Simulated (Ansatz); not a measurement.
# WSe: geometry relaxation (part 2 of 3)

The same run, continued: WSe (2 atoms in the cell); DFT r2SCAN+U, scalar-relativistic, plane waves, PAW, Ueff = 6.2 eV on W d, spin-polarised (Ansatz 0.2.0); cutoff 500 eV, 12×12×12 k-mesh, Gaussian smearing of 0.1 eV, collinear spins. The structure was built on a prototype by a generator; it need not be a known phase.

Geometry of the input (Å; fractional positions):
```
3.2810  0.0000  0.0000
0.0000  3.2810  0.0000
0.0000  0.0000  3.2810
W  0.0000  0.0000  0.0000
Se 0.5000  0.5000  0.5000
```

### Output, continued
```
relax step   2: F+E_penalty+E_count = -15869.32183057 eV  Δ(F+E_penalty+E_count) = -5.769e-1 eV  max|allowed force component| = 3.287e-31 eV/Å  Δτ_max = 0.0000 Å  P = +7.706 GPa  Ω = 40.740 Å³  energy of the carried Pulay correction = -1.935e-3 eV  (9 SCF iters, dr2 threshold 2.00e-7 eV, accepted)
Crystal: 2 atoms, lattice volume = 43.171 Å³
Basis set: ecut = 500 eV, 1045 PW (Γ), exchange–correlation on 96×96×96 points (64 copies of the dense FFT grid, shifted against one another)
iter 1 solved again at ethr=1.07e-5 eV; its pass at ethr=3.10e-3 eV (dr2=3.21e-3 eV) is discarded
SCF iter   1: F=—  HF=-15869.308426 eV  |F-HF|=—  |Δ(HF+E_count)|=         —  Δρ=3.55e-3 (↑3.55e-3 ↓3.25e-3)  dr2=3.18e-3  dr2_τ=1.63e-2  dr2_m=4.18e-3  M=4.000 μB ∫|m|=4.956 μB  β_m=1.00  ethr=1.07e-5  ⟨swp⟩=1.9  Hψ=22791  notcnv=0
preconditioner: auto → Kerker (q_TF=auto, 2.568 Å⁻¹)  [metal: Δε(μ)=0.039 eV  Ē_g=11.225 eV  σ=0.100 eV  W_gap=0.21  n_scr=18 (ndim 8)  ℏωp=19.6 eV  f_vac=0.000  D(μ)=0.38/eV (n_scr^D=0)]
spin=Collinear: Kerker preconditioning applied to the charge; magnetization (m = ρ↑ − ρ↓) channel mixes plain (no charge-response kernel on spin).
SCF iter   2: F=—  HF=-15869.391300 eV  |F-HF|=—  |Δ(HF+E_count)|=   8.29e-2  Δρ=7.81e-4 (↑7.81e-4 ↓7.17e-4)  dr2=6.99e-4  dr2_τ=2.46e-5  dr2_m=7.76e-5  M=4.000 μB ∫|m|=4.972 μB  β_m=1.00  ethr=1.06e-5  ⟨swp⟩=2.0  Hψ=7064  notcnv=0  κ⁻¹=1.0e0(r=1)
SCF iter   3: F=—  HF=-15869.391795 eV  |F-HF|=—  |Δ(HF+E_count)|=   4.95e-4  Δρ=4.95e-4 (↑4.95e-4 ↓4.81e-4)  dr2=3.82e-4  dr2_τ=3.42e-6  dr2_m=7.22e-6  M=4.000 μB ∫|m|=4.979 μB  β_m=1.00  ethr=2.33e-6  ⟨swp⟩=2.2  Hψ=5153  notcnv=0  κ⁻¹=6.3e-3(r=2)
SCF iter   4: F=—  HF=-15869.392193 eV  |F-HF|=—  |Δ(HF+E_count)|=   3.99e-4  Δρ=2.66e-4 (↑2.29e-4 ↓2.66e-4)  dr2=7.61e-5  dr2_τ=9.19e-7  dr2_m=2.96e-6  M=4.000 μB ∫|m|=4.988 μB  β_m=1.00  ethr=1.27e-6  ⟨swp⟩=2.2  Hψ=4801  notcnv=0  κ⁻¹=1.2e-3(r=3)
SCF iter   5: F=—  HF=-15869.392286 eV  |F-HF|=—  |Δ(HF+E_count)|=   9.26e-5  Δρ=1.42e-4 (↑1.25e-4 ↓1.42e-4)  dr2=2.86e-5  dr2_τ=2.24e-7  dr2_m=1.99e-7  M=4.000 μB ∫|m|=4.989 μB  β_m=1.00  ethr=2.54e-7  ⟨swp⟩=2.0  Hψ=4411  notcnv=0  κ⁻¹=2.3e-4(r=4)
SCF iter   6: F=—  HF=-15869.392302 eV  |F-HF|=—  |Δ(HF+E_count)|=   1.62e-5  Δρ=7.46e-5 (↑7.46e-5 ↓6.70e-5)  dr2=7.76e-6  dr2_τ=6.37e-8  dr2_m=2.21e-7  M=4.000 μB ∫|m|=4.988 μB  β_m=1.00  ethr=9.52e-8  ⟨swp⟩=2.0  Hψ=4403  notcnv=0  κ⁻¹=7.4e-5(r=5)
SCF iter   7: F=—  HF=-15869.392308 eV  |F-HF|=—  |Δ(HF+E_count)|=   6.10e-6  Δρ=2.41e-5 (↑2.41e-5 ↓2.27e-5)  dr2=6.23e-7  dr2_τ=5.95e-9  dr2_m=5.69e-9  M=4.000 μB ∫|m|=4.989 μB  β_m=1.00  ethr=2.59e-8  ⟨swp⟩=2.2  Hψ=4894  notcnv=0  κ⁻¹=6.6e-6(r=6)
SCF iter   8: F=—  HF=-15869.392309 eV  |F-HF|=—  |Δ(HF+E_count)|=   6.56e-7  Δρ=1.52e-5 (↑1.52e-5 ↓1.36e-5)  dr2=2.11e-7  dr2_τ=2.43e-9  dr2_m=6.60e-9  M=4.000 μB ∫|m|=4.989 μB  β_m=1.00  ethr=6.67e-10  ⟨swp⟩=9.7  Hψ=25036  notcnv=0  κ⁻¹=2.6e-6(r=7)
SCF iter   9: F=-15869.392309 eV  HF=-15869.392309 eV  |F-HF|=2.45e-8  |Δ(HF+E_count)|=   3.46e-7  Δρ=4.33e-6 (↑4.33e-6 ↓3.60e-6)  dr2=1.67e-8  dr2_τ=4.31e-10  dr2_m=1.59e-9  M=4.000 μB ∫|m|=4.989 μB  ethr=6.67e-10  ⟨swp⟩=9.2  Hψ=23582  notcnv=0
SCF 3 converged in 9 iterations: F = -15869.392309 eV  dr2 = 1.67e-8
relax step   3: F+E_penalty+E_count = -15869.39230895 eV  Δ(F+E_penalty+E_count) = -7.048e-2 eV  max|allowed force component| = 1.118e-30 eV/Å  Δτ_max = 0.0000 Å  P = +1.998 GPa  Ω = 43.171 Å³  energy of the carried Pulay correction = -2.717e-3 eV  (9 SCF iters, dr2 threshold 2.00e-7 eV, accepted)
Crystal: 2 atoms, lattice volume = 44.092 Å³
Basis set: ecut = 500 eV, 1141 PW (Γ), exchange–correlation on 96×96×96 points (64 copies of the dense FFT grid, shifted against one another)
iter 1 solved again at ethr=1.54e-6 eV; its pass at ethr=3.10e-3 eV (dr2=4.61e-4 eV) is discarded
SCF iter   1: F=—  HF=-15869.386760 eV  |F-HF|=—  |Δ(HF+E_count)|=         —  Δρ=1.29e-3 (↑1.29e-3 ↓1.14e-3)  dr2=3.94e-4  dr2_τ=2.07e-3  dr2_m=5.49e-4  M=4.000 μB ∫|m|=5.018 μB  β_m=1.00  ethr=1.54e-6  ⟨swp⟩=2.8  Hψ=21592  notcnv=0
preconditioner: auto → Kerker (q_TF=auto, 2.559 Å⁻¹)  [metal: Δε(μ)=0.020 eV  Ē_g=11.171 eV  σ=0.100 eV  W_gap=0.11  n_scr=18 (ndim 8)  ℏωp=19.4 eV  f_vac=0.000  D(μ)=0.40/eV (n_scr^D=0)]
spin=Collinear: Kerker preconditioning applied to the charge; magnetization (m = ρ↑ − ρ↓) channel mixes plain (no charge-response kernel on spin).
SCF iter   2: F=—  HF=-15869.398348 eV  |F-HF|=—  |Δ(HF+E_count)|=   1.16e-2  Δρ=2.90e-4 (↑2.90e-4 ↓2.34e-4)  dr2=8.38e-5  dr2_τ=3.24e-6  dr2_m=1.06e-5  M=4.000 μB ∫|m|=5.024 μB  β_m=1.00  ethr=1.31e-6  ⟨swp⟩=2.0  Hψ=6683  notcnv=0  κ⁻¹=1.0e0(r=1)
SCF iter   3: F=—  HF=-15869.398410 eV  |F-HF|=—  |Δ(HF+E_count)|=   6.22e-5  Δρ=1.77e-4 (↑1.77e-4 ↓1.66e-4)  dr2=4.79e-5  dr2_τ=4.67e-7  dr2_m=9.91e-7  M=4.000 μB ∫|m|=5.027 μB  β_m=1.00  ethr=2.79e-7  ⟨swp⟩=2.2  Hψ=5079  notcnv=0  κ⁻¹=5.9e-3(r=2)
SCF iter   4: F=—  HF=-15869.398459 eV  |F-HF|=—  |Δ(HF+E_count)|=   4.87e-5  Δρ=9.75e-5 (↑8.00e-5 ↓9.75e-5)  dr2=1.02e-5  dr2_τ=1.40e-7  dr2_m=4.05e-7  M=4.000 μB ∫|m|=5.030 μB  β_m=1.00  ethr=1.60e-7  ⟨swp⟩=2.2  Hψ=4768  notcnv=0  κ⁻¹=1.2e-3(r=3)
SCF iter   5: F=—  HF=-15869.398471 eV  |F-HF|=—  |Δ(HF+E_count)|=   1.26e-5  Δρ=5.15e-5 (↑4.44e-5 ↓5.15e-5)  dr2=3.94e-6  dr2_τ=2.92e-8  dr2_m=3.72e-8  M=4.000 μB ∫|m|=5.030 μB  β_m=1.00  ethr=3.41e-8  ⟨swp⟩=2.1  Hψ=4563  notcnv=0  κ⁻¹=2.2e-4(r=4)
SCF iter   6: F=—  HF=-15869.398473 eV  |F-HF|=—  |Δ(HF+E_count)|=   2.04e-6  Δρ=2.69e-5 (↑2.69e-5 ↓2.40e-5)  dr2=1.05e-6  dr2_τ=8.63e-9  dr2_m=3.16e-8  M=4.000 μB ∫|m|=5.030 μB  β_m=1.00  ethr=1.31e-8  ⟨swp⟩=2.0  Hψ=4351  notcnv=0  κ⁻¹=7.6e-5(r=5)
SCF iter   7: F=-15869.398474 eV  HF=-15869.398474 eV  |F-HF|=1.23e-7  |Δ(HF+E_count)|=   7.41e-7  Δρ=9.05e-6 (↑9.05e-6 ↓8.40e-6)  dr2=8.92e-8  dr2_τ=7.51e-10  dr2_m=8.58e-10  M=4.000 μB ∫|m|=5.030 μB  ethr=6.67e-10  ⟨swp⟩=7.0  Hψ=23174  notcnv=0
SCF 4 converged in 7 iterations: F = -15869.398474 eV  dr2 = 8.92e-8
relax step   4: F+E_penalty+E_count = -15869.39847408 eV  Δ(F+E_penalty+E_count) = -6.165e-3 eV  max|allowed force component| = 1.315e-30 eV/Å  Δτ_max = 0.0000 Å  P = +0.282 GPa  Ω = 44.092 Å³  energy of the carried Pulay correction = -3.000e-3 eV  (7 SCF iters, dr2 threshold 2.00e-7 eV, accepted)
Crystal: 2 atoms, lattice volume = 44.253 Å³
iter 1 solved again at ethr=4.67e-8 eV; its pass at ethr=3.10e-3 eV (dr2=1.40e-5 eV) is discarded
SCF iter   1: F=—  HF=-15869.398214 eV  |F-HF|=—  |Δ(HF+E_count)|=         —  Δρ=2.21e-4 (↑2.21e-4 ↓1.94e-4)  dr2=1.12e-5  dr2_τ=6.07e-5  dr2_m=1.61e-5  M=4.000 μB ∫|m|=5.035 μB  β_m=1.00  ethr=4.67e-8  ⟨swp⟩=3.0  Hψ=20584  notcnv=0
preconditioner: auto → Kerker (q_TF=auto, 2.557 Å⁻¹)  [metal: Δε(μ)=0.039 eV  Ē_g=11.171 eV  σ=0.100 eV  W_gap=0.21  n_scr=18 (ndim 8)  ℏωp=19.3 eV  f_vac=0.000  D(μ)=0.39/eV (n_scr^D=0)]
spin=Collinear: Kerker preconditioning applied to the charge; magnetization (m = ρ↑ − ρ↓) channel mixes plain (no charge-response kernel on spin).
SCF iter   2: F=—  HF=-15869.398565 eV  |F-HF|=—  |Δ(HF+E_count)|=   3.51e-4  Δρ=5.19e-5 (↑5.19e-5 ↓4.21e-5)  dr2=2.90e-6  dr2_τ=9.16e-8  dr2_m=3.23e-7  M=4.000 μB ∫|m|=5.036 μB  β_m=1.00  ethr=3.73e-8  ⟨swp⟩=2.0  Hψ=6063  notcnv=0  κ⁻¹=1.0e0(r=1)
SCF iter   3: F=—  HF=-15869.398567 eV  |F-HF|=—  |Δ(HF+E_count)|=   1.79e-6  Δρ=3.26e-5 (↑3.26e-5 ↓3.07e-5)  dr2=1.75e-6  dr2_τ=1.35e-8  dr2_m=2.93e-8  M=4.000 μB ∫|m|=5.037 μB  β_m=1.00  ethr=9.67e-9  ⟨swp⟩=2.1  Hψ=4874  notcnv=0  κ⁻¹=5.7e-3(r=2)
SCF iter   4: F=—  HF=-15869.398568 eV  |F-HF|=—  |Δ(HF+E_count)|=   1.48e-6  Δρ=1.83e-5 (↑1.52e-5 ↓1.83e-5)  dr2=3.89e-7  dr2_τ=4.80e-9  dr2_m=1.44e-8  M=4.000 μB ∫|m|=5.037 μB  β_m=1.00  ethr=5.85e-9  ⟨swp⟩=2.1  Hψ=4528  notcnv=0  κ⁻¹=1.3e-3(r=3)
SCF iter   5: F=-15869.398569 eV  HF=-15869.398568 eV  |F-HF|=6.75e-8  |Δ(HF+E_count)|=   4.38e-7  Δρ=9.47e-6 (↑8.17e-6 ↓9.47e-6)  dr2=1.30e-7  dr2_τ=9.84e-10  dr2_m=1.62e-9  M=4.000 μB ∫|m|=5.037 μB  ethr=6.64e-10  ⟨swp⟩=9.5  Hψ=23964  notcnv=0
SCF 5 converged in 5 iterations: F = -15869.398569 eV  dr2 = 1.30e-7
relax step   5: F+E_penalty+E_count = -15869.39856854 eV  Δ(F+E_penalty+E_count) = -9.445e-5 eV  max|allowed force component| = 1.972e-30 eV/Å  Δτ_max = 0.0000 Å  P = +0.003 GPa  Ω = 44.253 Å³  energy of the carried Pulay correction = -3.049e-3 eV  (5 SCF iters, dr2 threshold 1.99e-7 eV, accepted)
Basis set: ecut = 500 eV, 1141 PW (Γ), exchange–correlation on 108×108×108 points (64 copies of the dense FFT grid, shifted against one another)
Initial wavefunctions: pseudopotential atomic-orbital guess (no wavefunctions were taken with the density)
iter 1 solved again at ethr=8.68e-8 eV; its pass at ethr=3.10e-3 eV (dr2=2.60e-5 eV) is discarded
SCF iter   1: F=—  HF=-15869.399937 eV  |F-HF|=—  |Δ(HF+E_count)|=         —  Δρ=5.62e-4 (↑5.62e-4 ↓5.21e-4)  dr2=2.54e-5  dr2_τ=4.67e-5  dr2_m=2.15e-6  M=4.000 μB ∫|m|=5.040 μB  β_m=1.00  ethr=8.68e-8  ⟨swp⟩=2.6  Hψ=24686  notcnv=0
spin=Collinear: Kerker preconditioning applied to the charge; magnetization (m = ρ↑ − ρ↓) channel mixes plain (no charge-response kernel on spin).
SCF iter   2: F=—  HF=-15869.401229 eV  |F-HF|=—  |Δ(HF+E_count)|=   1.29e-3  Δρ=3.81e-4 (↑3.81e-4 ↓3.80e-4)  dr2=1.29e-5  dr2_τ=2.13e-5  dr2_m=5.21e-8  M=4.000 μB ∫|m|=5.039 μB  β_m=1.00  ethr=8.47e-8  ⟨swp⟩=2.0  Hψ=5618  notcnv=0  κ⁻¹=1.0e0(r=1)
SCF iter   3: F=—  HF=-15869.402164 eV  |F-HF|=—  |Δ(HF+E_count)|=   9.35e-4  Δρ=2.23e-4 (↑2.22e-4 ↓2.23e-4)  dr2=4.50e-6  dr2_τ=7.15e-6  dr2_m=1.63e-8  M=4.000 μB ∫|m|=5.039 μB  β_m=1.00  ethr=4.30e-8  ⟨swp⟩=2.0  Hψ=4732  notcnv=0  κ⁻¹=8.0e-2(r=2)
SCF iter   4: F=—  HF=-15869.402621 eV  |F-HF|=—  |Δ(HF+E_count)|=   4.57e-4  Δρ=1.89e-5 (↑1.86e-5 ↓1.89e-5)  dr2=2.09e-7  dr2_τ=2.03e-8  dr2_m=2.79e-9  M=4.000 μB ∫|m|=5.038 μB  β_m=1.00  ethr=1.50e-8  ⟨swp⟩=2.0  Hψ=5461  notcnv=0  κ⁻¹=1.2e-3(r=3)
SCF iter   5: F=—  HF=-15869.402622 eV  |F-HF|=—  |Δ(HF+E_count)|=   7.38e-7  Δρ=1.07e-5 (↑1.07e-5 ↓1.07e-5)  dr2=1.08e-7  dr2_τ=3.55e-9  dr2_m=3.67e-10  M=4.000 μB ∫|m|=5.038 μB  β_m=1.00  ethr=6.98e-10  ⟨swp⟩=2.1  Hψ=4639  notcnv=0  κ⁻¹=3.1e-4(r=4)
SCF iter   6: F=—  HF=-15869.402622 eV  |F-HF|=—  |Δ(HF+E_count)|=   1.33e-7  Δρ=4.02e-6 (↑4.02e-6 ↓3.53e-6)  dr2=2.43e-8  dr2_τ=6.14e-10  dr2_m=5.08e-10  M=4.000 μB ∫|m|=5.038 μB  β_m=1.00  ethr=3.59e-10  ⟨swp⟩=2.0  Hψ=4587  notcnv=0  κ⁻¹=6.8e-5(r=5)
SCF iter   7: F=—  HF=-15869.402622 eV  |F-HF|=—  |Δ(HF+E_count)|=   2.16e-8  Δρ=2.86e-6 (↑2.84e-6 ↓2.86e-6)  dr2=1.09e-8  dr2_τ=7.03e-10  dr2_m=2.76e-11  M=4.000 μB ∫|m|=5.038 μB  β_m=1.00  ethr=8.09e-11  ⟨swp⟩=2.0  Hψ=4515  notcnv=0  κ⁻¹=1.5e-5(r=6)
SCF iter   8: F=—  HF=-15869.402622 eV  |F-HF|=—  |Δ(HF+E_count)|=   3.38e-8  Δρ=9.09e-7 (↑9.09e-7 ↓8.98e-7)  dr2=4.95e-10  dr2_τ=5.19e-11  dr2_m=7.07e-11  M=4.000 μB ∫|m|=5.038 μB  β_m=1.00  ethr=3.62e-11  ⟨swp⟩=2.0  Hψ=5883  notcnv=0  κ⁻¹=5.0e-6(r=7)
SCF iter   9: F=—  HF=-15869.402622 eV  |F-HF|=—  |Δ(HF+E_count)|=   1.38e-9  Δρ=5.92e-7 (↑5.92e-7 ↓5.16e-7)  dr2=2.34e-10  dr2_τ=1.80e-11  dr2_m=3.51e-12  M=4.000 μB ∫|m|=5.038 μB  β_m=1.00  ethr=1.65e-12  ⟨swp⟩=2.0  Hψ=5881  notcnv=0  κ⁻¹=9.0e-7(r=8)
SCF iter  10: F=—  HF=-15869.402622 eV  |F-HF|=—  |Δ(HF+E_count)|=  8.08e-10  Δρ=3.27e-7 (↑3.27e-7 ↓3.00e-7)  dr2=7.32e-11  dr2_τ=5.18e-12  dr2_m=1.33e-12  M=4.000 μB ∫|m|=5.038 μB  β_m=1.00  ethr=1.00e-12  ⟨swp⟩=2.0  Hψ=5853  notcnv=0  κ⁻¹=1.4e-6(r=8)
SCF iter  11: F=-15869.402622 eV  HF=-15869.402622 eV  |F-HF|=1.09e-11  |Δ(HF+E_count)|=  2.95e-10  Δρ=1.09e-7 (↑1.09e-7 ↓9.84e-8)  dr2=1.00e-11  dr2_τ=3.87e-13  dr2_m=9.42e-14  M=4.000 μB ∫|m|=5.038 μB  ethr=1.00e-12  ⟨swp⟩=3.9  Hψ=14198  notcnv=0
SCF 6 converged in 11 iterations: F = -15869.402622 eV  dr2 = 1.00e-11
relax step   6: F+E_penalty+E_count = -15869.40262199 eV  Δ(F+E_penalty+E_count) = -4.053e-3 eV  max|allowed force component| = 2.564e-30 eV/Å  Δτ_max = 0.0000 Å  P = +0.033 GPa  Ω = 44.253 Å³  stress off target by 3.31e-2 GPa  SCF on the basis re-selected at this cell (its energy is not comparable with the rows above)  (11 SCF iters)
```

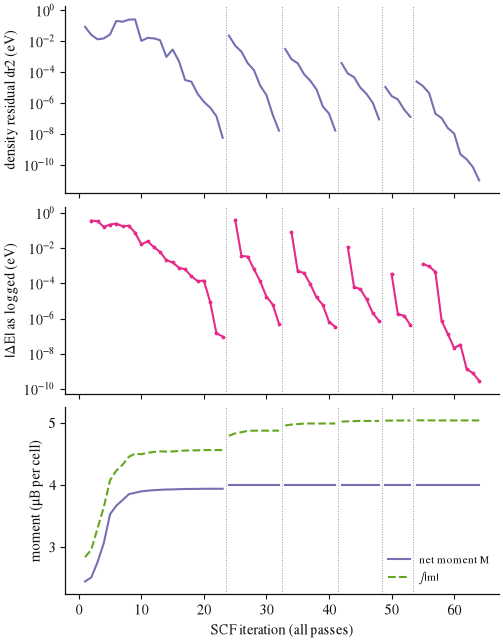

*Convergence of the self-consistent field: density residual dr2, size of the energy change and magnetic moment against the SCF iteration. The dotted lines part the SCF passes of the relaxation: geometry steps, rejected trials and re-solves on a re-selected basis.*

The 6 passes take 5 to 23 iterations each, 64 in all. The net moment goes from 2.4 to 4.0 μB per cell.

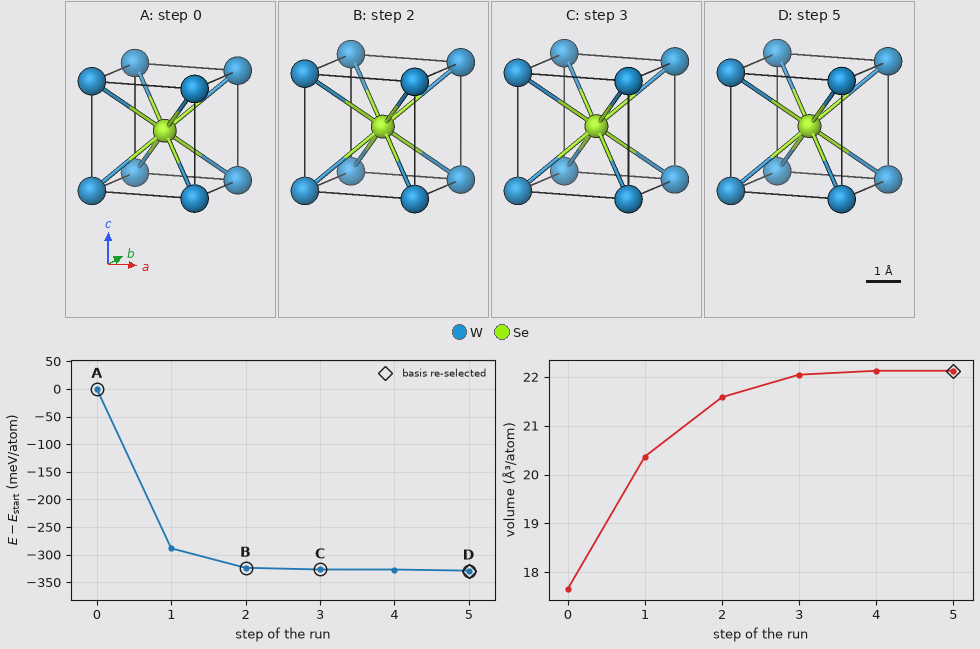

*Frames of the relaxation (ball-and-stick view of the cell of the calculation, seen slightly off an axis) above the curves, on which the letters mark them (the first geometry is step 0 here and step 1 in the log).*
